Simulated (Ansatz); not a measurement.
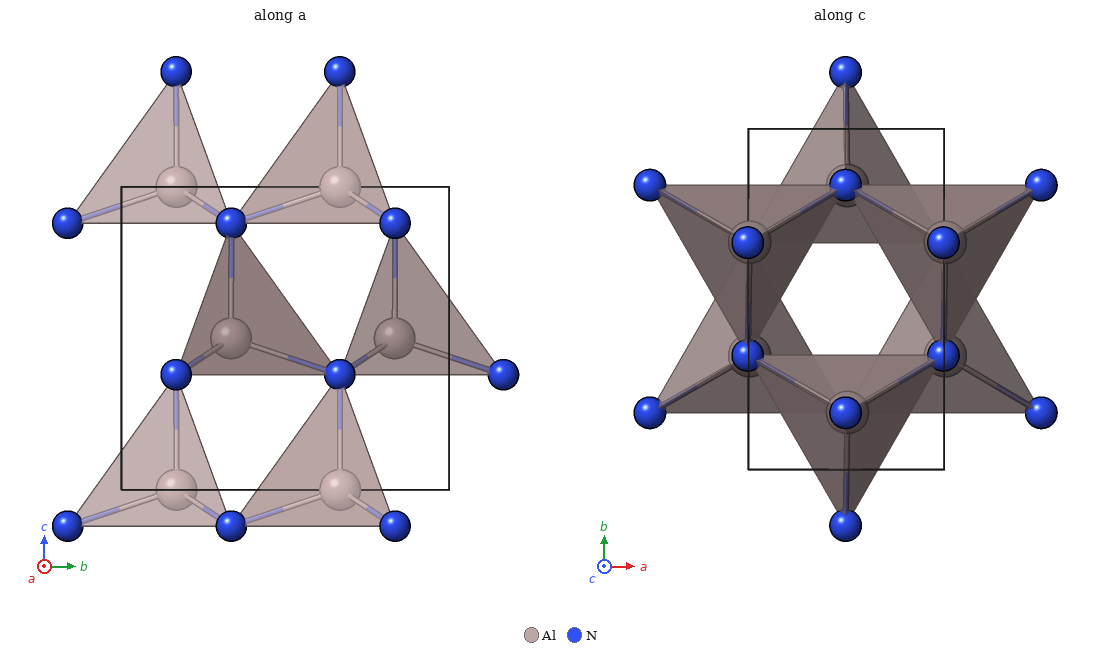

This polyhedral model is shown along the a axis and along the c axis. One conventional unit cell is outlined, and atoms on its boundary appear in each equivalent place. Some neighbours outside the box are added.

AlN, space group Cc (No. 9), a = 3.11 Å, b = 5.38 Å, c = 5.00 Å, α = 90.00°, β = 95.14°, γ = 90.00°.

Theory: DFT r2SCAN, scalar-relativistic, plane waves, PAW in Ansatz. Numerical settings: a cutoff energy of 500 eV, k-points about 0.26 Å⁻¹ apart, Gaussian smearing of 0.02 eV, no spin polarisation.

Q: What is the electronic character?

A: An insulator at this level, with a gap of 4.59 eV.

Q: What pressure does the calculation give for this cell?

A: The computed pressure is -0.2 GPa (stretched: it would shrink). The stress isn't hydrostatic: its largest component is 10.7 GPa.

The structure was taken from a structure listed in the Materials Project. The cell was then strained or its atoms displaced on purpose. It was run through Ansatz as a DFT input.
